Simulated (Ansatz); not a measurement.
**TiO2: which magnetic state does the SCF reach?**

Is TiO2 magnetic at this level, in which order, and do all starts find it? Single-point runs from several starts follow. The cell (6 atoms) is TiO2 in the deposited crystal structure (space group P4_2/mnm). Source: COD entry 9007531; the sample's temperature and pressure aren't taken into account.

Computed with Ansatz 0.2.0 (DFT PBEsol+U, PAW, plane waves, scalar-relativistic; U − J = 3.5 eV on Ti d, unless a step's input says otherwise).

## Step 1: The system as given

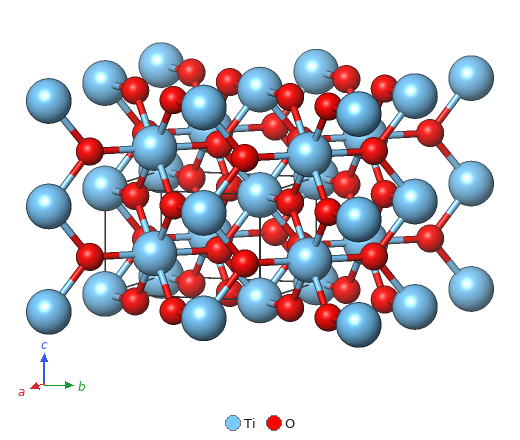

The starting structure, seen slightly off an axis (titanium blue, oxygen red). 2×2×2 cells are drawn. Atoms on the faces are drawn again on the opposite ones.

Structure file:

```cif
data_structure
_symmetry_space_group_name_H-M 'P4_2/mnm'
_symmetry_Int_Tables_number 136
_cell_length_a 4.5941
_cell_length_b 4.5941
_cell_length_c 2.9589
_cell_angle_alpha 90.000
_cell_angle_beta 90.000
_cell_angle_gamma 90.000
_cell_volume 62.45
loop_
_atom_site_label
_atom_site_type_symbol
_atom_site_symmetry_multiplicity
_atom_site_Wyckoff_symbol
_atom_site_fract_x
_atom_site_fract_y
_atom_site_fract_z
_atom_site_occupancy
Ti1 Ti 2 a 0.00000 0.00000 0.00000 1
O1 O 4 f 0.30570 0.30570 0.00000 1
```

In tables a label like O6 counts atoms in the order of input.yaml; a structure file may count by element.

First come: parallel moments, plain SCF; opposed moments +-, plain SCF; no spin polarisation; spin on, no moments given (the program may seed its own), plain SCF. Further starts follow from what these give.

A plain SCF has the search for lower states switched off and ends at the first converged state. Ends within 0.2 meV/atom and 0.1 μB count as one state.

Moments by site are taken inside atomic spheres; the rest lies between them.

## Step 2: Parallel moments, plain SCF

File input.yaml:

```yaml
crystal:
  lattice:
    - [4.5941, 0.0, 0.0]
    - [0.0, 4.5941, 0.0]
    - [0.0, 0.0, 2.9589]
  atoms:
    - { symbol: Ti, position: [0.0, 0.0, 0.0], spin: 1.0 }
    - { symbol: Ti, position: [0.5, 0.5, 0.5], spin: 1.0 }
    - { symbol: O, position: [0.3057, 0.3057, 0.0] }
    - { symbol: O, position: [0.1943, 0.8057, 0.5] }
    - { symbol: O, position: [0.6943, 0.6943, 0.0] }
    - { symbol: O, position: [0.8057, 0.1943, 0.5] }
magnetization:
  spin_polarized: true
hamiltonian:
  xc: pbesol
  pseudopotentials: { kind: paw }
  hubbard: { sites: [{ species: Ti, l: d, u_eff: 3.5 }] }
basis:
  ecutwfc: 420
kpoints:
  mp_grid: { grid: [4, 4, 7] }
scf:
  occupations: { method: fermi_dirac, width: 0.1 }
  lower_state_search: "off"
output:
  forces: true
  stress: true
```

Log (excerpt; [...] marks lines left out):

```text
Ti: projections on atomic orbitals take those of the free atom [Ne] 3s2 3p6 3d2 4s2, of charge +0.00 (hamiltonian.pseudopotentials.projection_atoms); the dataset's partial waves leave at most 4.1e-7 of an orbital's norm unspanned inside its sphere
O: projections on atomic orbitals take those of the free atom [He] 2s2 2p4, of charge +0.00 (hamiltonian.pseudopotentials.projection_atoms); the dataset's partial waves leave at most 1.9e-8 of an orbital's norm unspanned inside its sphere
[...]
Pseudopotentials: kind: paw
Pseudopotential: Ti, paw, valence charge 12, recommended cutoff 420 eV (normal), Ti.paw.azcp
Pseudopotential: O, paw, valence charge 6, recommended cutoff 420 eV (normal), O.paw.azcp
Functional definition: PBEsol
[...]
Crystal: 6 atoms, lattice volume = 62.450 Å³
Basis set: ecut = 420 eV, 1217 PW (Γ), exchange–correlation on 64×64×40 points (8 copies of the dense FFT grid, shifted against one another)
Bands: 31, of which v1, the nominal top of the filled ones, is band 24 counted from 1 (23 counted from 0)
Symmetry: 16 space group operations
Space group: P42/mnm (ITA 136), of the structure as read, at distance tolerance 4.0e-5 Å
Magnetic group: BNS 136.495 (UNI 1155), of the structure as read, at distance tolerance 4.0e-5 Å
k-points: 24 of 112
[...]
Starting moments: Σ|m| = 2 μB on 2 of 6 sites
[...]
SCF iter   1: F=—  HF=-7193.602232 eV  |F-HF|=—  |Δ(HF+E_count)|=         —  Δρ=6.50e-2 (↑6.50e-2 ↓5.32e-2)  dr2=4.10e0  dr2_m=1.09e0  M=0.000 μB ∫|m|=0.688 μB  β_m=0.30  ethr=3.10e-3  ⟨swp⟩=5.2  Hψ=5934  notcnv=0
[...]
SCF iter  15: F=-7193.770665 eV  HF=-7193.770665 eV  |F-HF|=2.27e-11  |Δ(HF+E_count)|=  1.13e-10  Δρ=1.40e-7 (↑1.40e-7 ↓1.32e-7)  dr2=4.43e-11  dr2_m=7.61e-13  M=0.000 μB ∫|m|=0.000 μB  ethr=1.00e-12  ⟨swp⟩=1.0  Hψ=4079  notcnv=0
WARN: the starting moments were not kept: the SCF closed with an absolute magnetisation of 9.5e-7 μB, where they sum to 2 μB in size (2 sites). That is at most 0.1 of that sum. Measured as dr2_m measures the in/out step, that magnetisation stands 1.6e-13 eV from none, at or under the [...]
SCF converged after 15 iterations
Magnetization: 0.0000 μB (24.0000 up, 24.0000 down)
Absolute magnetization: 0.0000 μB (∫|ρ↑−ρ↓|, with the PAW one-centre terms)
Spin contamination: 0.0000 ħ² per cell (⟨S²⟩ above its minimum at these occupations)
Per-site moments (μB) at R_I (Å): [(8.456141059415332e-8, 0.8022421807595431), (8.456141059395982e-8, 0.802242180759543), (-7.911316009459633e-8, 0.802242180759543), (-7.911316007629328e-8, 0.8022421807595431), (-7.911316018513726e-8, 0.8022421807595431), (-7.911316009954781e-8, [...]
Free energy (F): -7193.770665 eV
[...]
E sigma→0 (E₀):  -7193.770663 eV
Entropy (-TS):   -0.000003 eV (-0.001 meV/atom)
Fermi energy:    10.362486 eV
[...]
--- Forces (eV/Å), atoms counted from 1 ---
  atom   1  Ti     0.00000000    -0.00000000     0.00000000
  atom   2  Ti     0.00000000     0.00000000     0.00000000
  atom   3  O     -0.08615246    -0.08615246     0.00000000
  atom   4  O      0.08615246    -0.08615246     0.00000000
  atom   5  O      0.08615246     0.08615246     0.00000000
  atom   6  O     -0.08615246     0.08615246     0.00000000
[...]
--- Stress (GPa, compression-positive) ---
        0.747266       0.000000       0.000000
        0.000000       0.747266       0.000000
        0.000000       0.000000       2.772175
  P = ⅓ Tr σ = 1.4222 GPa (14.222 kbar)
Occupation matrices written to <dir>
```

Wall time 14 s (2 threads of an x86-64 CPU, shared host); peak memory 0.44 GiB.

The state reached is non-magnetic, a gap of 2.27 eV on the k-mesh.

## Step 3: Opposed moments +-, plain SCF

input.yaml, as its differences from that of step 2:

```diff
@@ -7,3 +7,3 @@
     - { symbol: Ti, position: [0.0, 0.0, 0.0], spin: 1.0 }
-    - { symbol: Ti, position: [0.5, 0.5, 0.5], spin: 1.0 }
+    - { symbol: Ti, position: [0.5, 0.5, 0.5], spin: -1.0 }
     - { symbol: O, position: [0.3057, 0.3057, 0.0] }
```

Log (excerpt; [...] marks lines left out):

```text
[... 12 lines as in an earlier run ...]
Symmetry: 8 space group operations
Space group: Cmmm (ITA 65), of the structure as read, at distance tolerance 4.0e-5 Å
Magnetic group: BNS 136.498 (UNI 1158), of the structure as read, at distance tolerance 4.0e-5 Å
k-points: 28 of 112
[... 8 lines as in an earlier run ...]
Starting moments: Σ|m| = 2 μB on 2 of 6 sites
Starting magnetic order: altermagnet, d-wave, planar spin-momentum locking; spin-degenerate planes through Γ normal to [0 1 0], [1 0 0] of the run's lattice
[... 2 lines as in an earlier run ...]
SCF iter   1: F=—  HF=-7193.631663 eV  |F-HF|=—  |Δ(HF+E_count)|=         —  Δρ=5.77e-2 (↑5.77e-2 ↓5.77e-2)  dr2=4.07e0  dr2_m=9.90e-1  M=-0.000 μB ∫|m|=0.580 μB  β_m=0.30  ethr=3.10e-3  ⟨swp⟩=5.3  Hψ=6923  notcnv=0
[...]
[... 1 line as in an earlier run ...]
[...]
spin-set hold released at iteration 7 (site moments contracting): the magnetisation degrees of freedom join the quasi-Newton model from the next iteration; the mixer history was flushed
[...]
WARN: the starting moments were not kept: the SCF closed with an absolute magnetisation of 2.5e-6 μB, where they sum to 2 μB in size (2 sites). That is at most 0.1 of that sum. Measured as dr2_m measures the in/out step, that magnetisation stands 8.9e-13 eV from none, at or under the [...]
SCF converged after 15 iterations
Magnetization: 0.0000 μB (24.0000 up, 24.0000 down)
Absolute magnetization: 0.0000 μB (∫|ρ↑−ρ↓|, with the PAW one-centre terms)
Spin contamination: 0.0000 ħ² per cell (⟨S²⟩ above its minimum at these occupations)
Per-site moments (μB) at R_I (Å): [(-4.0876670529719097e-7, 0.8022421807595431), (4.256483523273534e-7, 0.802242180759543), (1.765906642625889e-8, 0.802242180759543), (-2.99550564132655e-8, 0.8022421807595431), (1.7659066347892972e-8, 0.8022421807595431), (-2.995505640884507e-8, [...]
Free energy (F): -7193.770665 eV
[...]
E sigma→0 (E₀):  -7193.770663 eV
Entropy (-TS):   -0.000003 eV (-0.001 meV/atom)
Fermi energy:    10.362481 eV
[... 31 lines left out: energy terms, forces, stress ...]
Occupation matrices written to <dir>
```

It took 17 s on 2 threads of an x86-64 CPU, shared host; peak memory 0.46 GiB.

The run ends in the same state as step 2 (non-magnetic); it took 15 iterations.

## Step 4: No spin polarisation

input.yaml, as its differences from that of step 3:

```diff
@@ -6,4 +6,4 @@
   atoms:
-    - { symbol: Ti, position: [0.0, 0.0, 0.0], spin: 1.0 }
-    - { symbol: Ti, position: [0.5, 0.5, 0.5], spin: -1.0 }
+    - { symbol: Ti, position: [0.0, 0.0, 0.0] }
+    - { symbol: Ti, position: [0.5, 0.5, 0.5] }
     - { symbol: O, position: [0.3057, 0.3057, 0.0] }
@@ -12,4 +12,2 @@
     - { symbol: O, position: [0.8057, 0.1943, 0.5] }
-magnetization:
-  spin_polarized: true
 hamiltonian:
```

Log (excerpt; [...] marks lines left out):

```text
[... 11 lines as in an earlier run ...]
Bands: 30, of which v1, the nominal top of the filled ones, is band 24 counted from 1 (23 counted from 0)
[... 10 lines as in an earlier run ...]
[...]
[... 2 lines as in an earlier run ...]
SCF iter   1: F=—  HF=-7194.226742 eV  |F-HF|=—  |Δ(HF+E_count)|=         —  Δρ=8.18e-2  dr2=4.26e0  ethr=3.10e-3  ⟨swp⟩=4.8  Hψ=2862  notcnv=0
[...]
SCF iter   9: F=-7193.770665 eV  HF=-7193.770665 eV  |F-HF|=5.10e-9  |Δ(HF+E_count)|=   4.34e-9  Δρ=4.02e-6  dr2=1.06e-8  ethr=2.08e-10  ⟨swp⟩=4.5  Hψ=2368  notcnv=0
[...]
SCF converged after 9 iterations
Free energy (F): -7193.770665 eV
[...]
E sigma→0 (E₀):  -7193.770663 eV
Entropy (-TS):   -0.000003 eV (-0.001 meV/atom)
Fermi energy:    10.362502 eV
[... 31 lines left out: energy terms, forces, stress ...]
Occupation matrices written to <dir>
```

Run time: 6.5 s. Hardware: 2 threads of an x86-64 CPU, shared host; peak memory 0.4 GiB.

Nothing new: the 9 iterations lead to the state found in step 2 (non-magnetic).

## Step 5: Spin on, no moments given (the program may seed its own), plain SCF

input.yaml, as its differences from that of step 4:

```diff
@@ -26 +26,3 @@
   stress: true
+magnetization:
+  spin_polarized: true
```

Log (excerpt; [...] marks lines left out):

```text
[... 2 lines as in an earlier run ...]
band count auto-derived: 32 (N_el = 48.0; filled up to band 24; 30 by the electrons, moments and atoms)
[... 9 lines as in an earlier run ...]
Bands: 32, of which v1, the nominal top of the filled ones, is band 24 counted from 1 (23 counted from 0)
[... 13 lines as in an earlier run ...]
SCF iter   1: F=—  HF=-7194.226540 eV  |F-HF|=—  |Δ(HF+E_count)|=         —  Δρ=4.09e-2 (↑4.09e-2 ↓4.09e-2)  dr2=4.26e0  dr2_m=0.00e0  M=0.000 μB ∫|m|=0.000 μB  β_m=0.30  ethr=3.10e-3  ⟨swp⟩=5.4  Hψ=3056  notcnv=0
[...]
[... 1 line as in an earlier run ...]
[...]
SCF iter  12: F=-7193.770665 eV  HF=-7193.770665 eV  |F-HF|=7.76e-9  |Δ(HF+E_count)|=   3.87e-8  Δρ=2.33e-6 (↑2.33e-6 ↓2.33e-6)  dr2=1.39e-8  dr2_m=0.00e0  M=0.000 μB ∫|m|=0.000 μB  ethr=2.08e-10  ⟨swp⟩=4.0  Hψ=2241  notcnv=0
[...]
SCF converged after 12 iterations
Magnetization: 0.0000 μB (24.0000 up, 24.0000 down)
Absolute magnetization: 0.0000 μB (∫|ρ↑−ρ↓|)
Spin contamination: 0.0000 ħ² per cell (⟨S²⟩ above its minimum at these occupations)
Per-site moments (μB) at R_I (Å): [(0.0, 0.8022421807595431), (0.0, 0.802242180759543), (0.0, 0.802242180759543), (0.0, 0.8022421807595431), (0.0, 0.8022421807595431), (0.0, 0.8022421807595431)]
Free energy (F): -7193.770665 eV
[...]
E sigma→0 (E₀):  -7193.770663 eV
Entropy (-TS):   -0.000003 eV (-0.001 meV/atom)
Fermi energy:    10.362510 eV
[... 31 lines left out: energy terms, forces, stress ...]
Occupation matrices written to <dir>
```

Wall time 8.8 s (2 threads of an x86-64 CPU, shared host); peak memory 0.43 GiB.

The run ends in the same state as step 2 (non-magnetic); it took 12 iterations.

## Step 6: Parallel moments scaled by 1.5, plain SCF

input.yaml, as its differences from that of step 5:

```diff
@@ -6,4 +6,4 @@
   atoms:
-    - { symbol: Ti, position: [0.0, 0.0, 0.0] }
-    - { symbol: Ti, position: [0.5, 0.5, 0.5] }
+    - { symbol: Ti, position: [0.0, 0.0, 0.0], spin: 1.5 }
+    - { symbol: Ti, position: [0.5, 0.5, 0.5], spin: 1.5 }
     - { symbol: O, position: [0.3057, 0.3057, 0.0] }
@@ -12,2 +12,4 @@
     - { symbol: O, position: [0.8057, 0.1943, 0.5] }
+magnetization:
+  spin_polarized: true
 hamiltonian:
@@ -26,3 +28 @@
   stress: true
-magnetization:
-  spin_polarized: true
```

Log (excerpt; [...] marks lines left out):

```text
[... 24 lines as in an earlier run ...]
Starting moments: Σ|m| = 3 μB on 2 of 6 sites
[... 2 lines as in an earlier run ...]
SCF iter   1: F=—  HF=-7192.820614 eV  |F-HF|=—  |Δ(HF+E_count)|=         —  Δρ=8.23e-2 (↑8.23e-2 ↓7.00e-2)  dr2=3.91e0  dr2_m=2.46e0  M=0.000 μB ∫|m|=1.040 μB  β_m=0.30  ethr=3.10e-3  ⟨swp⟩=5.5  Hψ=6082  notcnv=0
[...]
[... 1 line as in an earlier run ...]
[...]
spin-set hold released at iteration 7 (site moments contracting): the magnetisation degrees of freedom join the quasi-Newton model from the next iteration; the mixer history was flushed
[...]
SCF iter  15: F=-7193.770665 eV  HF=-7193.770665 eV  |F-HF|=1.91e-11  |Δ(HF+E_count)|=  2.39e-10  Δρ=1.45e-7 (↑1.45e-7 ↓1.30e-7)  dr2=3.34e-11  dr2_m=2.53e-12  M=0.000 μB ∫|m|=0.000 μB  ethr=1.00e-12  ⟨swp⟩=1.0  Hψ=4220  notcnv=0
WARN: the starting moments were not kept: the SCF closed with an absolute magnetisation of 1.7e-6 μB, where they sum to 3 μB in size (2 sites). That is at most 0.1 of that sum. Measured as dr2_m measures the in/out step, that magnetisation stands 5.7e-13 eV from none, at or under the [...]
SCF converged after 15 iterations
Magnetization: 0.0000 μB (24.0000 up, 24.0000 down)
Absolute magnetization: 0.0000 μB (∫|ρ↑−ρ↓|, with the PAW one-centre terms)
Spin contamination: 0.0000 ħ² per cell (⟨S²⟩ above its minimum at these occupations)
Per-site moments (μB) at R_I (Å): [(9.842269779946054e-8, 0.8022421807595431), (9.842269776230639e-8, 0.802242180759543), (-1.2790467743581285e-7, 0.802242180759543), (-1.27904677487113e-7, 0.8022421807595431), (-1.2790467748852622e-7, 0.8022421807595431), (-1.2790467740017688e-7, [...]
Free energy (F): -7193.770665 eV
[...]
E sigma→0 (E₀):  -7193.770663 eV
Entropy (-TS):   -0.000003 eV (-0.001 meV/atom)
Fermi energy:    10.362487 eV
[... 31 lines left out: energy terms, forces, stress ...]
Occupation matrices written to <dir>
```

It took 14 s on 2 threads of an x86-64 CPU, shared host; peak memory 0.44 GiB.

Nothing new: the 15 iterations lead to the state found in step 2 (non-magnetic).

## Step 7: All ends together

```
step  iterations  state  moments of Ti1 Ti2 (μB)  total (μB)  gap (eV)  pressure (GPa)  above lowest (meV/atom)
   2          15      1                0.00 0.00        0.00      2.27             1.4                      0.0
   3          15      1                0.00 0.00        0.00      2.27             1.4                      0.0
   4           9      1                0.00 0.00        0.00      2.27             1.4                      0.0
   5          12      1                0.00 0.00        0.00      2.27             1.4                      0.0
   6          15      1                0.00 0.00        0.00      2.27             1.4                      0.0
```

States are numbered from the lowest. Starts by step: 2 parallel moments, plain SCF; 3 opposed moments +-, plain SCF; 4 no spin polarisation; 5 spin on, no moments given (the program may seed its own), plain SCF; 6 parallel moments scaled by 1.5, plain SCF.

The 5 runs of this session took 60 s in all, from 6.5 s to 17 s each.

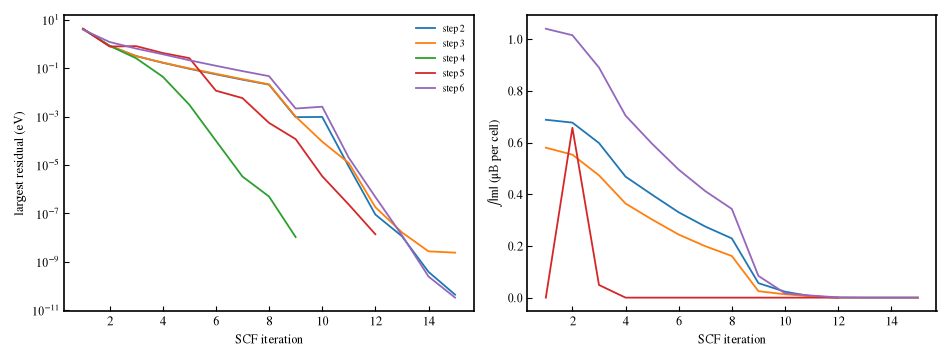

Residual and absolute moment along the iterations.

## Step 8: Summary of results

| quantity | value |
| --- | --- |
| distinct states | 1 from 5 converged runs |
| lowest state | non-magnetic |
| total moment | 0.00 μB per cell |
| gap on the k-mesh | 2.27 eV |
| pressure | 1.4 GPa |
| largest force | 0.122 eV/Å |

**Reading.** The 5 converged runs end in 1 distinct state. Spin polarisation gains nothing here: every starting moment dies out. The search isn't exhaustive: larger magnetic cells and non-collinear orders weren't tried.
